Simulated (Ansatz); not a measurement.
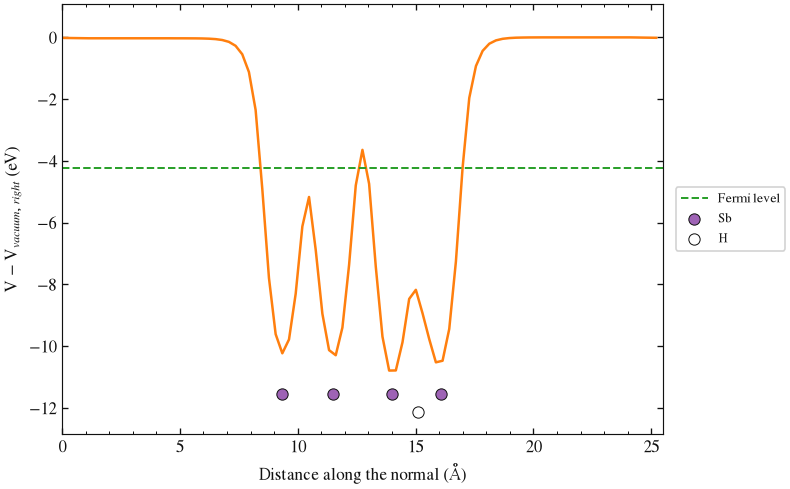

Plane-averaged electrostatic potential energy of an electron across the slab; circles at the bottom mark the heights of the atoms (positions after relaxation).

Structure: a (110) slab cut from Sb (Pm-3m), of composition Sb₄H (not the bulk's), ended by Sb planes, 5 atoms in the cell; a = 3.06 Å, b = 4.33 Å, c = 25.49 Å, α = 90.00°, β = 90.00°, γ = 90.00°.

Computed with Ansatz 0.2.0: DFT PBEsol, scalar-relativistic, plane waves, PAW, no spin polarisation, 9×7×1 k mesh, 420 eV cutoff.

What is the work function?

Answer. The work function is 4.24 eV, the same on both faces. The two vacuum levels agree, so the slab has no net dipole along its normal.

How thick are slab and vacuum?

Answer. The outermost atoms are 6.7 Å apart, which leaves 18.8 Å of vacuum in a cell 25.5 Å high.
